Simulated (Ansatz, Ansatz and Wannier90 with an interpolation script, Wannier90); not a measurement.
# ZnSe (Stilleite): what limits a Wannier interpolation of GW

Wanted: errors and cost of interpolated bands of ZnSe (Stilleite) under coarser or faulty settings.

Program: Wannier90 4.0.3. Level of theory: maximally localised Wannier functions from the overlaps of LDA states (plane waves, PAW). Results are calculated unless marked as measured.

### 1. Set-up

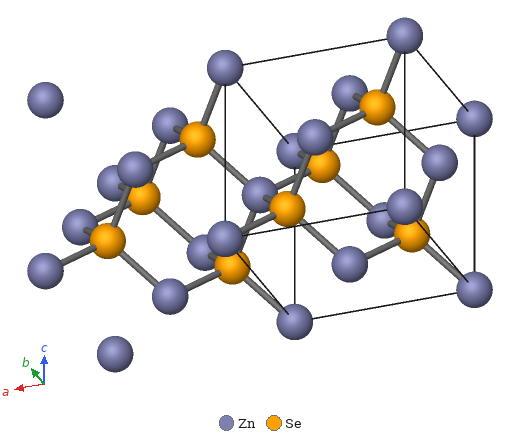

Start, viewed from a free direction; zinc blue, selenium orange. 2×1×1 cells are drawn. This picture shows the conventional cell, with its axes. Bonds to atoms that aren't drawn are left out. Some periodic images of atoms are drawn too.

The cell and positions come from the Crystallography Open Database and are kept as given unless a step says otherwise.

### 2. Wannier model on 16×16×16, by Wannier90

Localised functions give a small Hamiltonian that interpolates between mesh points at no cost.

File w.win:

```
num_iter = 1200
conv_tol = 1.0e-8
conv_window = 5
dis_num_iter = 4000
dis_conv_tol = 1.0e-8
dis_mix_ratio = 0.7
write_hr = true
use_ws_distance = false
num_print_cycles = 50
! ansatz wannier90 interface
! projections by site (counted from 0) and shell: 1 4P, 0 4S
! states of the run's bands (counted from 1): 1-19
num_bands = 19
num_wann  = 4
dis_win_min = 1.02
dis_win_max = 16.61
dis_froz_min = 1.02
dis_froz_max = 7.99
guiding_centres = true

begin unit_cell_cart
Ang
                      0.0                   2.8338                   2.8338
                   2.8338                      0.0                   2.8338
                   2.8338                   2.8338                      0.0
end unit_cell_cart

begin atoms_frac
Zn                       0.0                      0.0                      0.0
Se                      0.75                     0.75                     0.75
end atoms_frac

mp_grid = 16 16 16

[... the mesh's points ...]
```

Run with:

```sh
OMP_NUM_THREADS=1 mpirun -n 8 wannier90.x w > wannier90.x.log
```

Numbers of over 12 decimals in the logs are rounded to 6 here.

The program printed:

```text
TEM
                                    ------

                              Lattice Vectors (Ang)
                    a_1     0.000000   2.833800   2.833800
                    a_2     2.833800   0.000000   2.833800
                    a_3     2.833800   2.833800   0.000000

                   Unit Cell Volume:      45.51322  (Ang^3)

                        Reciprocal-Space Vectors (Ang^-1)
                    b_1    -1.108615   1.108615   1.108615
                    b_2     1.108615  -1.108615   1.108615
                    b_3     1.108615   1.108615  -1.108615

 *----------------------------------------------------------------------------*
 |   Site       Fractional Coordinate          Cartesian Coordinate (Ang)     |
 +----------------------------------------------------------------------------+
 | zn   1   0.00000   0.00000   0.00000   |    0.00000   0.00000   0.00000    |
 | se   1   0.75000   0.75000   0.75000   |    4.25070   4.25070   4.25070    |
 *----------------------------------------------------------------------------*
                                ------------
                                K-POINT GRID
                                ------------

             Grid size = 16 x 16 x 16      Total points = 4096

 *---------------------------------- MAIN ------------------------------------*
 |  Number of Wannier Functions               :                 4             |
 |  Number of Objective Wannier Functions     :                 4             |
 |  Number of input Bloch states              :                19             |
 |  Output verbosity (1=low, 5=high)          :                 1             |
 |  Timing Level (1=low, 5=high)              :                 1             |
 |  Optimisation (0=memory, 3=speed)          :                 3             |
 |  Length Unit                               :               Ang             |
 |  Post-processing setup (write *.nnkp)      :                 F             |
 |  Using Gamma-only branch of algorithms     :                 F             |
 *----------------------------------------------------------------------------*
 *------------------------------- WANNIERISE ---------------------------------*
 |  Total number of iterations                :              1200             |
 |  Number of CG steps before reset           :                 5             |
 |  Trial step length for line search         :             2.000             |
 |  Convergence tolerence                     :         0.100E-07             |
 |  Convergence window                        :                 5             |
 |  Iterations between writing output         :                50             |
 |  Iterations between backing up to disk     :               100             |
 |  Write r^2_nm to file                      :                 F             |
[...]
+--------------------------------------------------------------------+<-- CONV

 ------------------------------------------------------------------------------
 Initial State
  WF centre and spread    1  (  4.250700,  4.250700,  4.250700 )     3.09497340
  WF centre and spread    2  (  4.250700,  4.250700,  4.250700 )     3.09497340
  WF centre and spread    3  (  4.250700,  4.250700,  4.250700 )     3.09497340
[...]
Sum of centres and spreads ( 12.752100, 12.752100, 12.752100 )    12.82125803

      0     0.128E+02     0.0000000000       12.8212580277       3.77  <-- CONV
        O_D=      0.1114559 O_OD=      0.3531125 O_TOT=     12.8212580 <-- SPRD
 ------------------------------------------------------------------------------
 Cycle:      1
[...]
Sum of centres and spreads ( 12.752100, 12.752100, 12.752100 )    12.80292486

      1    -0.183E-01     0.0409224198       12.8029248640       3.80  <-- CONV
        O_D=      0.1050228 O_OD=      0.3412124 O_TOT=     12.8029249 <-- SPRD
 Delta: O_D= -0.6433107E-02 O_OD= -0.1190006E-01 O_TOT= -0.1833316E-01 <-- DLTA
 ------------------------------------------------------------------------------
 Cycle:     50
[...]
Sum of centres and spreads ( 12.752100, 12.752100, 12.752100 )    12.76838675

     50    -0.750E-06     0.0003565298       12.7683867475       4.80  <-- CONV
        O_D=      0.1017784 O_OD=      0.3099187 O_TOT=     12.7683867 <-- SPRD
 Delta: O_D= -0.2443271E-07 O_OD= -0.7259466E-06 O_TOT= -0.7503793E-06 <-- DLTA
 ------------------------------------------------------------------------------

             <<<     Delta < 1.000E-08  over  5 iterations     >>>
             <<< Wannierisation convergence criteria satisfied >>>

 Final State
[...]
WF centre and spread    3  (  4.250700,  4.250700,  4.250700 )     3.06079247
  WF centre and spread    4  (  0.000000, -0.000000,  0.000000 )     3.58600699
  Sum of centres and spreads ( 12.752100, 12.752100, 12.752100 )    12.76838441

         Spreads (Ang^2)       Omega I      =    12.356689613
        ================       Omega D      =     0.101778310
                               Omega OD     =     0.309916485
    Final Spread (Ang^2)       Omega Total  =    12.768384408
 ------------------------------------------------------------------------------

 Writing checkpoint file w.chk... done

 *---------------------------------------------------------------------------*
 |                               PLOTTING                                    |
 *---------------------------------------------------------------------------*

 *===========================================================================*
 |                             TIMING INFORMATION                            |
 *===========================================================================*
 |    Tag                                                Ncalls      Time (s)|
 |---------------------------------------------------------------------------|
 |kmesh: get                                        :         1         0.962|
 |overlap: read                                     :         1         6.338|
 |dis: main                                         :         1         3.784|
 |wann: main                                        :         1         1.510|
 |plot: main                                        :         1         0.101|
 *---------------------------------------------------------------------------*
 All done: wannier90 exiting
```

Wall time 16 s (8 MPI ranks of Arm Neoverse V2, shared host).

Numbers from this step:

- gauge-invariant spread: 12.36 Å²
- diagonal spread: 0.1018 Å²
- off-diagonal spread: 0.3099 Å²
- total spread: 12.77 Å²
- disentanglement steps: 339
- r.m.s. interpolation error: 1.70e-4 eV
- r.m.s. error near the gap: 2.13e-4 eV

Near the gap the model misses directly solved bands by 0.2 meV r.m.s. and by 1 meV at most in the window tested. This tests the starting bands, not the corrections carried with them.

### 3. Wannier model on 16×16×16, by the program's own minimiser

This step: maximally localised Wannier functions, LDA, plane waves, PAW.

File input.yaml:

```yaml
crystal:
  lattice:
    - [0.0, 2.8338, 2.8338]
    - [2.8338, 0.0, 2.8338]
    - [2.8338, 2.8338, 0.0]
  atoms:
    - { symbol: Zn, position: [0.0, 0.0, 0.0] }
    - { symbol: Se, position: [0.75, 0.75, 0.75] }
kpoints:
  mp_grid: { grid: [8, 8, 8] }
hamiltonian:
  xc: lda
scf:
  occupations: { method: fixed }
  n_extra_bands: 30
output:
  wannier:
    kmesh: [16, 16, 16]
    projections: [{ species: Se, l: p, shell: 4 }, { species: Zn, l: s, shell: 4 }]
    minimise: true
    write_hr: true
    seedname: w
    conv_tol: 1.0e-06
    max_iter: 20000
    stability_check: false
    disentanglement:
      window: [1.02, 16.61]
      frozen_window: [1.02, 7.99]
      conv_tol: 1.0e-08
```

Run with:

```sh
ansatz run input.yaml --threads 12 --pin off --max-ram 22118MiB --backend cpu --events-out ev --progress --plain --runs-dir out
```

The program printed:

```text
scf.n_extra_bands = 30 over 14 filled bands (N_el = 28.0): the run solves 44 bands
Engine: ansatz 0.2.0, aarch64-unknown-linux-gnu
Pseudopotentials: kind: paw
Pseudopotential: Zn, paw, valence charge 12, recommended cutoff 420 eV (normal), Zn.paw.azcp
Pseudopotential: Se, paw, valence charge 16, recommended cutoff 420 eV (normal), Se.paw.azcp
Functional definition: SPW92
  exchange = slater_x
  correlation = pw_c
Crystal: 2 atoms, lattice volume = 45.513 Å³
Basis set: ecut = 420 eV, 893 PW (Γ)
Bands: 44, of which v1, the nominal top of the filled ones, is band 14 counted from 1 (13 counted from 0)
Symmetry: 24 space group operations
Space group: F-43m (ITA 216), of the structure as read, at distance tolerance 3.6e-5 Å
k-points: 29 of 512 (time reversal used)
Non-local potential: Zn, projectors of the file, l = 0: 2, l = 1: 2, l = 2: 3, l = 3: 1
Non-local potential: Se, projectors of the file, l = 0: 2, l = 1: 2, l = 2: 3, l = 3: 1
PAW form: soft (Blöchl's): semilocal exchange-correlation on the pseudo side does not see the compensation charge
PAW frozen core: Zn, regenerated for the run's functional, and the local potential with it (the file was generated under x = pbe(κ = 0.804, μ = 0.219515), c = pbe(β = 0.066725))
PAW frozen core: Se, regenerated for the run's functional, and the local potential with it (the file was generated under x = pbe(κ = 0.804, μ = 0.219515), c = pbe(β = 0.066725))
PAW one-centre angular grid: Zn, 590 points (default); XC on 64 Gauss nodes
PAW one-centre angular grid: Se, 590 points (default); XC on 64 Gauss nodes
[...]
SCF 1 converged in 6 iterations: F = -8630.823861 eV  dr2 = 6.69e-9
[...]
NSCF: frozen V_eff on 148 k-points
the Wannier pass solved 148 of the 4096 points of its mesh, and has the states at the others by symmetry: states obtained by the crystal's operations at points that were solved too leave a residual of 5.21e-13 eV (read by the count's bands and the next), within 5.56e-6 eV
SCF converged after 6 iterations
Free energy (F): -8630.823861 eV
Harris-Foulkes:  -8630.823861 eV  (|F-HF|=4.48e-9)
Internal energy: -8630.823861 eV  (E = F + TS)
E sigma→0 (E₀):  -8630.823861 eV
Fermi energy:    6.453841 eV
--- Per-component energies (eV) ---
  E_band       = -394.139423
  E_kinetic    = 250.781354
  E_local      = -4403.701289  (includes V_loc(G=0)·N_el)
  E_nonlocal   = 27.811176
  E_hartree    = 2033.933749
  E_xc         = -238.921500
  E_vxc        = -151.798119  (∫ρ·V_xc dr)
  E_paw        = -3583.558111  (= ΣΔE_a)
  E_vpaw       = -185.104256  (= ΣTr[D̂ρ^β])
  E_aug_tail   = -0.000897  (compensation charges beyond the density's cutoff)
  E_ewald      = -2720.942845
  E_core_change = 3.774504  (= ΣΔE_core)
  E_smearing   = -0.000000  (= −TS)
  E_closure    = 0.000000  (closes the sum)
  Σ components = -8630.823861   (vs F -8630.823861, Δ=0.00e0)
--- Band table (eV; the first three rows and the last of 29) ---
  k-point 0: bands = [... 10 lower, 0.1559, 6.4538, 6.4538, 6.4538, 7.4856, 12.1702, 12.1702, 12.1702, ... 26 higher]
  k-point 1: bands = [... 10 lower, 0.1545, 5.0707, 6.3003, 6.3003, 8.5333, 12.0802, 12.4244, 12.4244, ... 26 higher]
  k-point 2: bands = [... 10 lower, 0.1559, 3.3368, 5.9731, 5.9731, 9.0120, 12.8032, 12.8032, 12.8548, ... 26 higher]
  k-point 28: bands = [... 10 lower, 0.4568, 1.7071, 3.6551, 3.7583, 11.8004, 11.8981, 13.2622, 14.0196, ... 26 higher]
Wannier search: line search 1 of at most 20000: gauge-dependent spread (as the search counts it) 0.4466622 Å², largest recent change 1.8e-2 Å² against conv_tol 1.0e-6 Å², 0 stops escaped
```

Elapsed: 16 s, on 12 threads; peak memory 3.5 GiB.

In the SCF lines HF is the Harris–Foulkes energy and dr2 the Hartree energy of the density residual, in eV; the loop may stop once dr2 is under the threshold and the program's other checks hold. Hψ counts applications of the Hamiltonian.

Numbers from this step:

```
gauge-invariant spread     : 12.36 Å²
diagonal spread            : 0.1019 Å²
off-diagonal spread        : 0.3102 Å²
total spread               : 12.77 Å²
least projectability       : 0.3892
localisation steps         : 52
disentanglement steps      : 308
r.m.s. interpolation error : 1.68e-4 eV
r.m.s. error near the gap  : 2.14e-4 eV
```

Near the gap the model misses directly solved bands by 0.2 meV r.m.s. and by 1 meV at most in the window tested. This tests the starting bands, not the corrections carried with them.

Frozen up to 1.53 eV; above it the model need not follow the bands. The electronic bands at the labelled points (eV, zero at the valence-band top; v1 is the highest filled band, c1 the lowest empty one):

```csv
point,v3,v2,v1,c1
Γ,0.00,0.00,0.00,1.03
X,-4.83,-2.20,-2.20,3.33
U,-4.78,-3.13,-1.81,4.75
jump to K,-4.78,-3.13,-1.81,4.75
Γ,0.00,0.00,0.00,1.03
L,-5.29,-0.87,-0.87,2.66
W,-4.75,-2.80,-2.70,5.44
X,-4.83,-2.20,-2.20,3.33
```

The same for Kohn-Sham, solved directly:

```
point     v3     v2     v1    c1
    Γ   0.00   0.00   0.00  1.03
    X  -4.83  -2.20  -2.20  2.81
    U  -4.78  -3.13  -1.81  3.43
    K  -4.78  -3.13  -1.81  3.43
    Γ   0.00   0.00   0.00  1.03
    L  -5.29  -0.87  -0.87  2.35
    W  -4.75  -2.80  -2.70  5.35
    X  -4.83  -2.20  -2.20  2.81
```

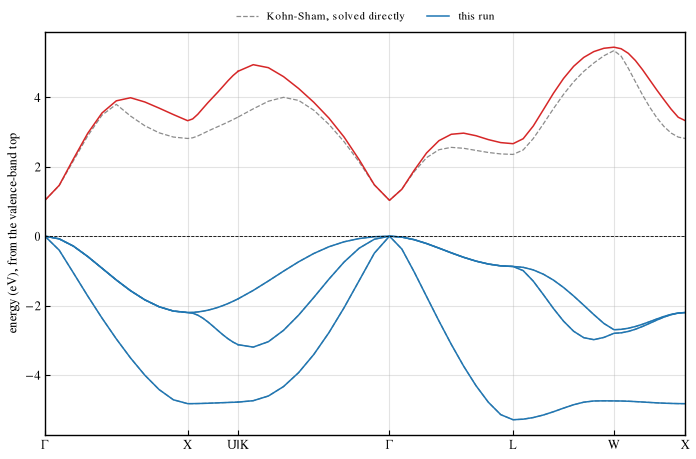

Electronic bands along the path; lines of filled and empty bands in two colours; dashed: Kohn-Sham, solved directly.

### 4. Wannier model on 8×8×8, by Wannier90

This step: maximally localised Wannier functions from the overlaps of LDA states (plane waves, PAW).

w.win: that of step 2 with these lines changed.

```diff
@@ -32,3 +32,3 @@
 
-mp_grid = 16 16 16
+mp_grid = 8 8 8
```

Run with:

```sh
OMP_NUM_THREADS=1 mpirun -n 8 wannier90.x w > wannier90.x.log
```

The program printed:

```text
[banner, memory and clock lines left out]
TEM
                                    ------

                              Lattice Vectors (Ang)
                    a_1     0.000000   2.833800   2.833800
                    a_2     2.833800   0.000000   2.833800
                    a_3     2.833800   2.833800   0.000000

                   Unit Cell Volume:      45.51322  (Ang^3)

                        Reciprocal-Space Vectors (Ang^-1)
                    b_1    -1.108615   1.108615   1.108615
                    b_2     1.108615  -1.108615   1.108615
                    b_3     1.108615   1.108615  -1.108615

 *----------------------------------------------------------------------------*
 |   Site       Fractional Coordinate          Cartesian Coordinate (Ang)     |
 +----------------------------------------------------------------------------+
 | zn   1   0.00000   0.00000   0.00000   |    0.00000   0.00000   0.00000    |
 | se   1   0.75000   0.75000   0.75000   |    4.25070   4.25070   4.25070    |
 *----------------------------------------------------------------------------*
                                ------------
                                K-POINT GRID
                                ------------

             Grid size =  8 x  8 x  8      Total points =  512

 *---------------------------------- MAIN ------------------------------------*
 |  Number of Wannier Functions               :                 4             |
 |  Number of Objective Wannier Functions     :                 4             |
 |  Number of input Bloch states              :                19             |
 |  Output verbosity (1=low, 5=high)          :                 1             |
 |  Timing Level (1=low, 5=high)              :                 1             |
[...]
Sum of centres and spreads ( 12.752100, 12.752100, 12.752100 )    12.18233733

      1    -0.286E-01     0.0931139649       12.1823373334       0.15  <-- CONV
        O_D=      0.0940499 O_OD=      0.3834003 O_TOT=     12.1823373 <-- SPRD
 Delta: O_D= -0.7692479E-02 O_OD= -0.2094840E-01 O_TOT= -0.2864088E-01 <-- DLTA

             <<<     Delta < 1.000E-08  over  5 iterations     >>>
             <<< Wannierisation convergence criteria satisfied >>>

 Final State
[...]
WF centre and spread    3  (  4.250700,  4.250700,  4.250700 )     2.92671620
  WF centre and spread    4  ( -0.000000,  0.000000,  0.000000 )     3.38351923
  Sum of centres and spreads ( 12.752100, 12.752100, 12.752100 )    12.16366784

         Spreads (Ang^2)       Omega I      =    11.704887166
        ================       Omega D      =     0.093407474
                               Omega OD     =     0.365373196
    Final Spread (Ang^2)       Omega Total  =    12.163667837

 Writing checkpoint file w.chk... done

 *---------------------------------------------------------------------------*
 |                               PLOTTING                                    |
 *---------------------------------------------------------------------------*

 *===========================================================================*
 |                             TIMING INFORMATION                            |
 *===========================================================================*
 |    Tag                                                Ncalls      Time (s)|
 |---------------------------------------------------------------------------|
 |kmesh: get                                        :         1         0.113|
 |overlap: read                                     :         1         0.791|
 |dis: main                                         :         1         0.148|
 |wann: main                                        :         1         0.084|
 |plot: main                                        :         1         0.014|
 *---------------------------------------------------------------------------*
 All done: wannier90 exiting
```

Wall time 2 s (8 MPI ranks).

Numbers from this step:

```yaml
gauge_invariant_spread: 11.70 Å²
diagonal_spread: 0.09341 Å²
off_diagonal_spread: 0.3654 Å²
total_spread: 12.16 Å²
disentanglement_steps: 105
r_m_s_interpolation_error: 0.001948 eV
r_m_s_error_near_the_gap: 0.001626 eV
```

Near the gap the model misses directly solved bands by 1.6 meV r.m.s. and by 11 meV at most in the window tested. This tests the starting bands, not the corrections carried with them.

Frozen up to 1.53 eV; above it the model need not follow the bands. The electronic bands at the labelled points (eV, zero at the valence-band top; v1 is the highest filled band, c1 the lowest empty one):

```csv
point,v3,v2,v1,c1
Γ,0.00,0.00,0.00,1.03
X,-4.83,-2.20,-2.20,3.33
U,-4.78,-3.13,-1.81,4.83
jump to K,-4.78,-3.13,-1.81,4.83
Γ,0.00,0.00,0.00,1.03
L,-5.29,-0.87,-0.87,2.67
W,-4.75,-2.80,-2.70,5.44
X,-4.83,-2.20,-2.20,3.33
```

The same for Kohn-Sham, solved directly:

```csv
point,v3,v2,v1,c1
Γ,0.00,0.00,0.00,1.03
X,-4.83,-2.20,-2.20,2.81
U,-4.78,-3.13,-1.81,3.43
K,-4.78,-3.13,-1.81,3.43
Γ,0.00,0.00,0.00,1.03
L,-5.29,-0.87,-0.87,2.35
W,-4.75,-2.80,-2.70,5.35
X,-4.83,-2.20,-2.20,2.81
```

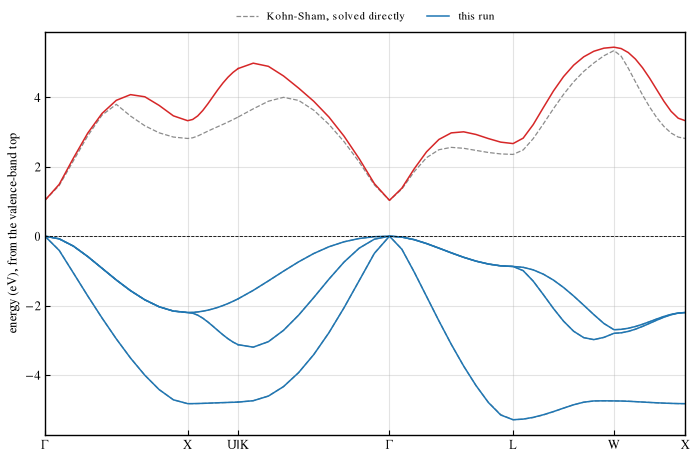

Electronic bands along the path; lines of filled and empty bands in two colours; dashed: Kohn-Sham, solved directly.

(Continued in part 2 of 2.)

[Paths, hosts, dates, memory and timing lines, banners, echoed tables and standing remarks are left out of the program output.]

[Logs are printed without paths, hosts, clocks, repeated set-up lines and the standing remarks that a program may print on its own settings, such as how far it seeks lower states.]

[Runs of the session that timed out or met a known fault of the program may be left out.]

[Hosts, paths, dates, database ids (printed as entryN), source tags and the programs' standing remarks are cut or masked in the printed files.]
